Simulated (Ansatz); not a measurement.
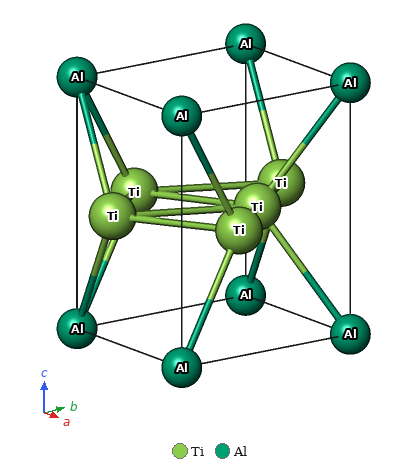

We look at a ball-and-stick model of the crystal slightly off an axis. The lines enclose the conventional unit cell; boundary atoms appear with their images. Cell: a = 4.77 Å, b = 4.77 Å, c = 4.41 Å, α = 90.00°, β = 90.00°, γ = 120.00°.

Starting structure: a random cell made by a generator, so it need not be a real form of the compound. Earlier steps of the study may have refined or changed the cell and positions. A calculation with Ansatz used it as input.

Question: Explain the picture.

Answer: Its composition is Ti3Al. Space group: P-62m (No. 189). Lattice: primitive hexagonal. Cell content: 3 Ti, 1 Al, that is 1 formula unit. Ti bonds to six Ti and two Al (about 2.7 to 2.8 Å to Ti, 2.7 Å to Al). Around each Al lie six Ti at about 2.7 Å. The bonds build a three-dimensional framework.

The calculation used Ansatz, DFT PBE, scalar-relativistic, plane waves, PAW, with plane-wave cutoff 420 eV, a 12×12×10 sampling of the Brillouin zone, Gaussian smearing of 0.1 eV, no spin polarisation.

Question: What does the calculation say: metal or gapped?

Answer: A metal: bands cross the Fermi level.

Question: State the Bader charges by element.

Answer: Ti +0.29 e; Al -0.87 e.

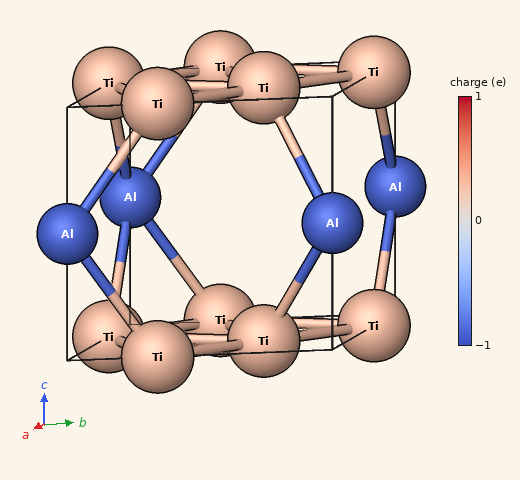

The atoms coloured by those charges. The run's cell of 4 atoms is drawn, so axes and origin can differ from the first picture.

Question: Do the forces and the stress vanish for this geometry?

Answer: Yes. All forces vanish to within 0.01 eV/Å. The pressure is 0.0 GPa, close to zero.
